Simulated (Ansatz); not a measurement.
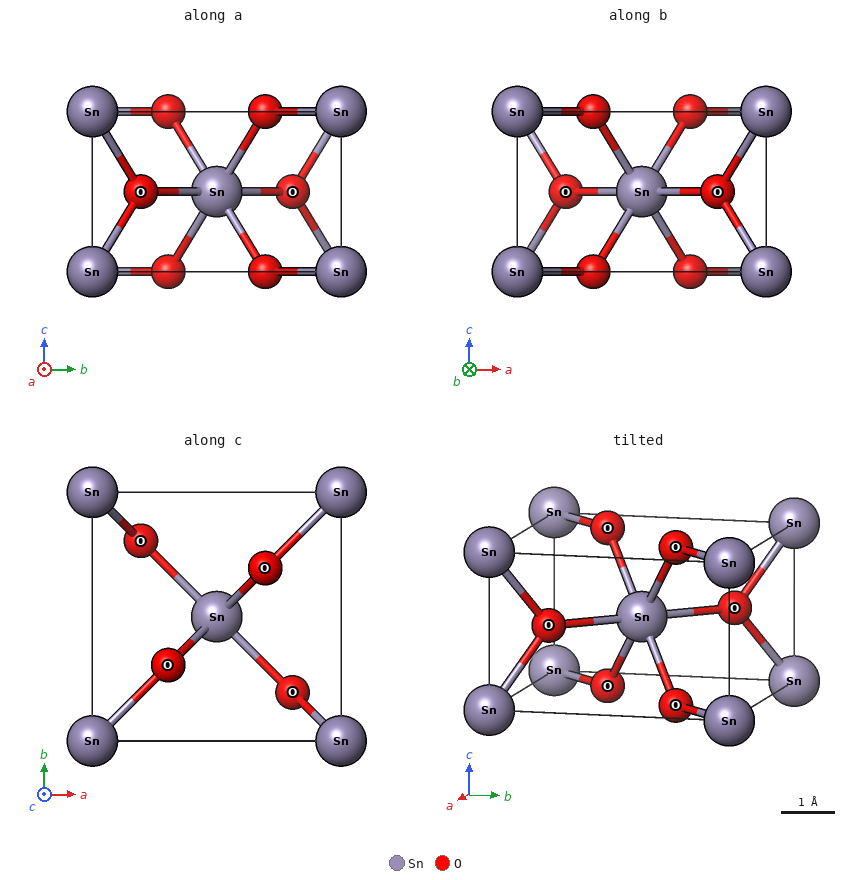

Shown here is a ball-and-stick view of the crystal, taken along the a axis, along the b axis, along the c axis and slightly off an axis. Atoms at the boundary of the conventional unit cell (the box) are drawn once for each face, edge or corner they touch.

Lattice parameters: a = 4.7415 Å, b = 4.7415 Å, c = 3.0536 Å, α = 90.000°, β = 90.000°, γ = 90.000°.

Transcribe the picture into a CIF with its space group and independent sites, with free fractional coordinates to two decimals.

Answer.
```cif
data_structure
_symmetry_space_group_name_H-M 'P 42/m n m'
_symmetry_Int_Tables_number 136
_cell_length_a 4.7415
_cell_length_b 4.7415
_cell_length_c 3.0536
_cell_angle_alpha 90.000
_cell_angle_beta 90.000
_cell_angle_gamma 90.000
_cell_volume 68.65
loop_
_atom_site_label
_atom_site_type_symbol
_atom_site_symmetry_multiplicity
_atom_site_Wyckoff_symbol
_atom_site_fract_x
_atom_site_fract_y
_atom_site_fract_z
_atom_site_occupancy
Sn1 Sn 2 a 0.00 0.00 0.00 1
O1 O 4 f 0.30 0.30 0.00 1
```

The cell started as a structure type known for this compound. Earlier steps of the study may have refined or changed the cell and positions. It was run through Ansatz as a DFT input.

At this level of theory the cell isn't at rest (compressed, at 16 GPa), so its distances can differ from those at equilibrium, the more so the softer the solid.
